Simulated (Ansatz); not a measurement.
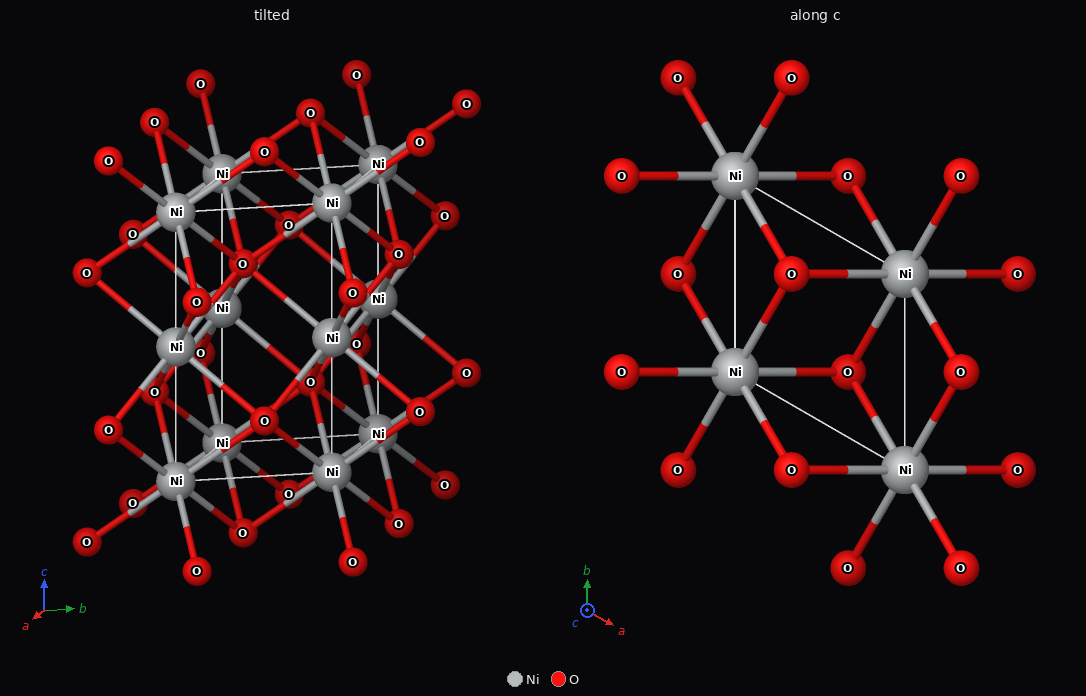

Ball-and-stick representation of a periodic structure, projected slightly off an axis and along the c axis. The edges of the conventional unit cell are marked. Some neighbours outside the box are added.

NiO, space group P6_3/mmc (No. 194), a = 2.91 Å, b = 2.91 Å, c = 5.06 Å, α = 90.00°, β = 90.00°, γ = 120.00°.

Run with DFT r2SCAN, scalar-relativistic, plane waves, PAW (Ansatz 0.2.0) and these settings: plane waves up to 500 eV, a 12×12×8 sampling of the Brillouin zone, Gaussian smearing of 0.05 eV, collinear spins. The state is antiferromagnetic, in a cell of 4 atoms.

> What is the band gap, if any?

A semiconductor at this level, with a gap of 2.22 eV on the k-mesh (the true edges may lie between mesh points, so the gap can be somewhat smaller).

> Under what pressure is the structure?

The computed pressure is -4.3 GPa (stretched: it would shrink). The stress isn't hydrostatic: its largest component is 5.2 GPa.

The structure was taken from a structure type filled with these elements by a generator (whether the compound takes this form wasn't checked). Earlier steps of the study, as a rule a relaxation of our own, may have changed the cell and positions, so they can lie some per cent off the listed ones. Ansatz was used for an electronic-structure calculation on it.

At this level of theory the run's own cell isn't at rest (stretched, at -4 GPa), so its distances can differ from those at equilibrium, the more so the softer the solid, and its magnetic state may change on relaxation.
